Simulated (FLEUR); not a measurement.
# Energy mapping worked by hand: free-standing square Cr monolayer, spacing 2.867 A

Can a spin model with one coupling foretell the energy of a further order of free-standing square Cr monolayer, spacing 2.867 A?

Method: PBEsol; all-electron FLAPW film, Dirac cores, scalar-relativistic bands, in FLEUR MaX-R8.1.

### 1. The structure

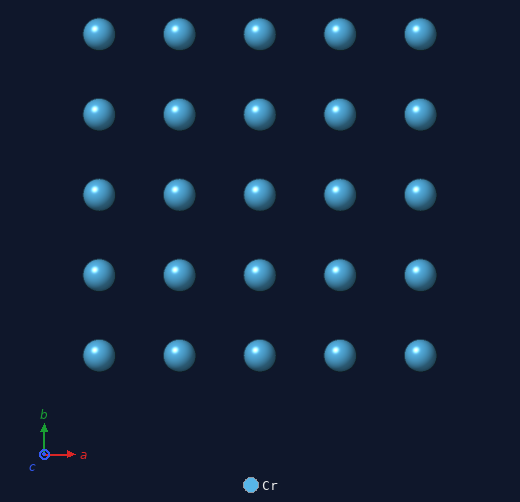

The cell as given, from above (chromium blue). 4×4×1 cells are drawn. Some periodic images of atoms are drawn too.

The cell holds 1 atom: 1 Cr. Cell: a = 2.867 Å, b = 2.867 Å, c = 14.000 Å, α = 90.0°, β = 90.0°, γ = 90.0°. Model lattice. Vacuum lies along c.

Structure file:

```xyz
1
Lattice="2.8670 0.0000 0.0000 0.0000 2.8670 0.0000 0.0000 0.0000 14.0000" Properties=species:S:1:pos:R:3
Cr    0.0000    0.0000    7.0000
```

### 2. The parallel order

All energies count from this run.

inpgen writes inp.xml from crystal.txt; cutoffs, mixing, functional, smearing and local orbitals are then set in the file. The k list default-1 (kpts.xml, not shown) is a Γ-centred 10×10×1 mesh; where the ranks do not divide the number of points, some are split in two of half the weight.

File inp.xml:

```
<?xml version="1.0" encoding="UTF-8" standalone="no"?>
<fleurInput fleurInputVersion="0.39">
   <comment>
      Cr
   </comment>
   <calculationSetup>
      <cutoffs Kmax="3.6" Gmax="10.8" GmaxXC="10.8" numbands="0"/>
      <scfLoop itmax="120" minDistance="0.00002" maxIterBroyd="15" imix="Anderson" alpha="0.03" precondParam="0.0" spinf="2.0" sdNocoIR="T"/>
      <coreElectrons ctail="T" frcor="F" kcrel="0" coretail_lmax="0"/>
      <xcFunctional name="PBEs" relativisticCorrections="F"/>
      <magnetism jspins="2"/>
      <soc l_soc="F" theta="0.0" phi="0.0" spav="F"/>
      <expertModes spex="0" secvar="F"/>
      <geometryOptimization l_f="F" forcealpha="1.0" forcemix="BFGS" epsdisp="0.00001" epsforce="0.00001"/>
      <ldaU l_linMix="F" mixParam="0.05" spinf="1.0"/>
   </calculationSetup>
   <cell>
      <bzIntegration valenceElectrons="14.0" mode="hist" fermiSmearingEnergy="0.00183747">
         <kPointListSelection listName="default-1"/>
         <xi:include xmlns:xi="http://www.w3.org/2001/XInclude" href="kpts.xml"> </xi:include>
      </bzIntegration>
      <xi:include xmlns:xi="http://www.w3.org/2001/XInclude" href="sym.xml"> </xi:include>
      <filmLattice scale="1.0" dVac="5.94" dTilda="8.44">
         <bravaisMatrixFilm>
            <row-1>    5.4178447992281997     0.0000000000000000</row-1>
            <row-2>    0.0000000000000000     5.4178447992281997</row-2>
         </bravaisMatrixFilm>
         <vacuumEnergyParameters vacuum="1" spinUp="-.25" spinDown="-.25"/>
      </filmLattice>
   </cell>
   <atomSpecies>
      <species name="Chromium (2.500" element="Cr" atomicNumber="24">
         <mtSphere radius="2.57" gridPoints="849" logIncrement="0.014"/>
         <atomicCutoffs lmax="10" lnonsphr="8"/>
         <electronConfig flipSpins="F">
            <coreConfig>(1s1/2) (2s1/2) (2p1/2) (2p3/2)</coreConfig>
            <valenceConfig>(3s1/2) (3p1/2) (3p3/2) (4s1/2) (3d3/2) (3d5/2)</valenceConfig>
            <stateOccupation state="(4s1/2)" spinUp="0.5" spinDown="0.5"/>
            <stateOccupation state="(3d3/2)" spinUp="1.0" spinDown="1.0"/>
            <stateOccupation state="(3d5/2)" spinUp="2.75" spinDown="0.25"/>
         </electronConfig>
         <energyParameters s="4" p="4" d="3" f="4"/>
         <lo type="SCLO" l="0" n="3" eDeriv="0"/>
         <lo type="SCLO" l="1" n="3" eDeriv="0"/>
      </species>
   </atomSpecies>
   <atomGroups>
      <atomGroup species="Chromium (2.500">
         <filmPos label="                   1">.0000000000 .0000000000 .0000000000</filmPos>
         <force calculate="T" relaxXYZ="TTT"/>
      </atomGroup>
   </atomGroups>
   <output dos="F" band="F" slice="F">
      <bandDOS minEnergy="-.5*Htr" maxEnergy="0.5*Htr" sigma="0.015" storeEVData="T"/>
      <plotting iplot="0" polar="F">
         <plot TwoD="T" vec1="  1.0  0.0  0.0" vec2="  0.0  1.0  0.0" vec3="  0.0  0.0  1.0" zero="  0.0  0.0 -0.5" file="plot"/>
      </plotting>
      <moessbauerParams electricFieldGradient="F" isomerShift="F" coreHyperfine="F" valenceHyperfine="F"/>
   </output>
</fleurInput>
```

File crystal.txt:

```
Cr
&input film=T cartesian=F /
2.86700000000  0.00000000000  0.00000000000
0.00000000000  2.86700000000  0.00000000000
0.00000000000  0.00000000000  1.00000000000
1.8897261246
1.0 1.0 1.0

1
24 0.00000000000  0.00000000000  0.00000000000 : 2.500

&kpt div1=10 div2=10 div3=1 gamma=T /
```

Launch:

```console
OMP_NUM_THREADS=1 inpgen -f crystal.txt > inpgen.log  # inp.xml is then edited as shown
OMP_NUM_THREADS=1 mpirun -n 4 fleur_MPI > fleur.log
```

The program printed:

```text
Welcome to FLEUR        (www.flapw.de)
      MaX-Release 8.1          (www.max-centre.eu)

 ========== k-point set info ==========
 Selected k-point list: default-1
 k-point list type: mesh
 0 x 0 x 0
 Number of k points: 24

 [... set-up left out ...]
 Iteration:     1   Distance:      20.96589421 me/bohr^3
 Iteration:     2   Distance:      16.50692494 me/bohr^3
 Iteration:     3   Distance:      15.49160662 me/bohr^3
 Iteration:     4   Distance:      17.23104060 me/bohr^3
 Iteration:     5   Distance:      10.89263681 me/bohr^3
[...]
<sumOfEigenvalues value="     -621.0500247748">
               <coreElectrons value="-604.3345296150"/>
               <valenceElectrons value="-16.7154951597"/>
            </sumOfEigenvalues>
         [... left out ...]
            <freeEnergy value="-1049.7225790145"/>
            <extrapolationTo0K value="-1049.7224227390"/>
         </totalEnergy>
         <densityConvergence units="me/bohr^3">
            <chargeDensity spin="1" distance="0.0000169284"/>
            <chargeDensity spin="2" distance="0.0000073323"/>
            <overallChargeDensity distance="0.0000185465"/>
            <spinDensity distance="0.0000183492"/>
         </densityConvergence>
      </iteration>
```

Wall time 24 s (4 MPI ranks of Arm Neoverse V1, shared host); peak memory 0.23 GiB; 96 s of CPU time.

Spin moment in the muffin-tin sphere by atom:

| atom | spin moment in the muffin-tin sphere (μB) |
| --- | --- |
| Cr1 | 4.34 |

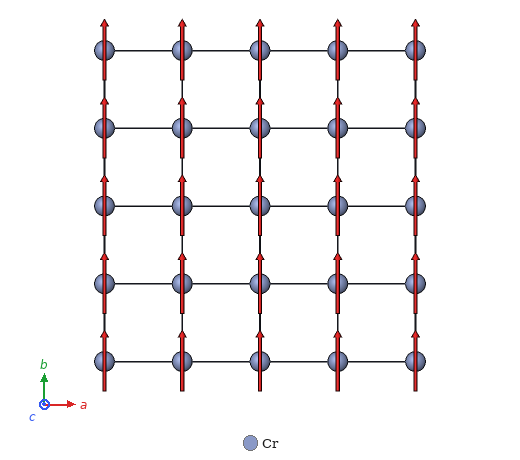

Spin moment in the muffin-tin sphere as arrows, the longest 4.34 μB. Up and down stand for the sign. Arrows give size and sign along the axis of quantisation, drawn up and down the page. 4×4×1 cells are drawn. Some periodic images of atoms are drawn too.

Read from the output:

```
free energy                                                       : -28564.4065 eV
program's band gap on this mesh (in a metal only a level spacing) : 0.07970 eV
magnetization                                                     : 5.024 μB
final state                                                       : ferromagnetic
```

After 28 cycles the largest moment stands at 4.34 μB.

### 3. The orders used for the fit

The other orders were run with the same settings, on meshes that hold the same points. Free energies are divided by the number of Cr atoms; q is in fractions of the reciprocal vectors of the first run's cell.

```csv
order,atoms,mesh,free energy (eV),eV per Cr,largest moment (μB)
F +,1,10×10×1,-28564.4065,-28564.4065,4.34
"AF q=(0,1/2,0) +-",2,10×5×1,-57129.4198,-28564.7099,4.18
```

### 4. Counting neighbours

With E = −Σ J e_i·e_j over ordered pairs of unit vectors, turning a neighbour from parallel to opposed costs 2J a Cr atom. So an order lies 2 Σ n J over the parallel one, n being the opposed neighbours in each shell.

| shell | distance (Å) | neighbours | opposed in AF q=(0,1/2,0) +- | opposed in AF q=(1/2,1/2,0) +- |
| --- | --- | --- | --- | --- |
| J1 | 2.87 | 4 | 2 | 4 |
| J2 | 4.05 | 4 | 4 | 0 |

Only J1 is kept.

### 5. Solving

```
2 × 2 × J1 = -303.4 meV    (AF q=(0,1/2,0) +-)
J1 = -75.85 meV
```

### 6. The test

The couplings now give the orders that were left out:

```
2 × 4 × (-75.85) = -606.8 meV    (AF q=(1/2,1/2,0) +-)
```

The runs themselves:

```
              order  atoms    mesh  free energy (eV)    eV per Cr  largest moment (μB)  over the parallel order (meV)  foretold (meV)
AF q=(1/2,1/2,0) +-      2  5×10×1       -57129.5967  -28564.7984                 3.99                         -391.8          -606.8
```

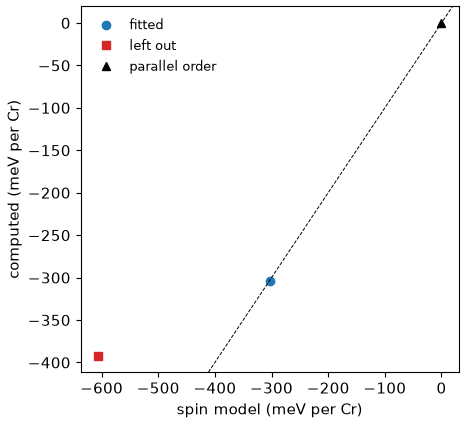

Computed energies of the orders against the model; the dashed line marks agreement.

### 7. One more shell

One try is to add the next shell, though changing moments can also cause the miss. Both differences then fix both couplings, and no order is left for a test.

```
2 × 2 × J1 + 2 × 4 × J2 = -303.4 meV    (AF q=(0,1/2,0) +-)
2 × 4 × J1 = -391.8 meV    (AF q=(1/2,1/2,0) +-)
J1 = -48.98 meV
J2 = -13.44 meV
```

### 8. Outcome

- effective coupling of the reversed pairs, counted on J1 (Cr–Cr at 2.87 Å): -75.8 meV
- largest miss on the orders left out: 215 meV
- J1 with two shells: -49.0 meV
- J2 with two shells: -13.4 meV

The model misses the order left out by 215 meV, 55 % of the largest distance from the parallel order, so it fails: these couplings alone don't describe the crystal. With the next shell added the couplings are J1 = -48.98 and J2 = -13.44 meV, untested. The largest moments of the orders differ by 8.0 % of the greatest. One difference fixes one number: it sums all reversed shells and need not be the coupling of the nearest one, even in sign.

[Logs and program files are shortened in this print: banners, set-up blocks, solver, clock and traceback lines can be left out without a mark of their own.]

[Logs are printed without paths, hosts, clocks, repeated set-up lines and the standing remarks that a program may print on its own settings, such as how far it seeks lower states.]

[Hosts, paths, dates, database ids (printed as entryN), source tags and the programs' standing remarks are cut or masked in the printed files.]

[Where a cell is said to come from a database of computed structures, the database is the Materials Project.]
